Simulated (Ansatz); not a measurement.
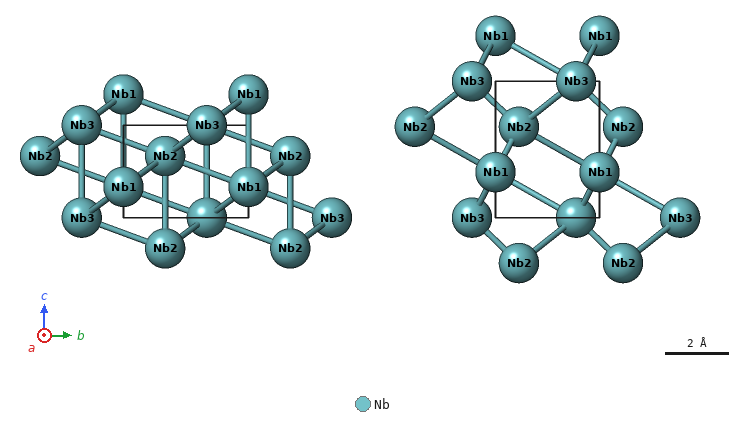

Two geometries of solid Nb (built on the trigonal selenium_152 type) (coarse preliminary run), drawn at one scale. One is the start of a relaxation, the other its converged end. A ball-and-stick model of the cell of the calculation, seen along the a axis.

The calculation used Ansatz, DFT PBE, scalar-relativistic, plane waves, PAW. Set-up: plane-wave cutoff 420 eV; k-point mesh 6 × 6 × 4; occupations gaussian; smearing width 0.1 eV; no spin polarisation; cell and atoms relaxed; force threshold 0.04 eV/Å; at most 70 steps.

Which one is relaxed?

Answer. The left one is the relaxed one. Case: trigonal selenium type (P3_121, No. 152). The largest moves relative to the cell, 0.50 Å, are those of Nb1, Nb2 and Nb3. Nb2 goes along +b. Cell: a = b 3.845 → 4.622 Å (+20.2 %), c 4.363 → 2.956 Å (−32.2 %). Volume −2.1 %. Some distances before and after: Nb1–Nb1 4.363 → 2.956 Å, Nb1–Nb2 2.090 → 2.845 Å, Nb1–Nb2 (another image) 3.026 → 2.845 Å, Nb1–Nb2 (another image) 3.273 → 3.318 Å. Among the angles between lasting bonds that change: Nb2–Nb1–Nb3 103.1° → 71.3°, Nb2–Nb1–Nb2 78.9° → 108.7°, Nb2–Nb1–Nb3 99.0° → 71.3°. The space group (tolerance 0.01 Å) goes from P3_121 (No. 152) to R-3m (No. 166). Over 11 accepted moves (14 points after the start) the energy falls by 2362 meV per atom. Largest force component: 7.9 eV/Å at the start, 0.00075 eV/Å at the end. Pressure: 38.13 GPa at the start and −0.11 GPa at the end. The line search rejected the trial step at point 12 of the run. The SCF was repeated twice at an unchanged geometry on a basis and grid sized afresh for the cell, which shifted the energy by 10.0 meV per atom at most.
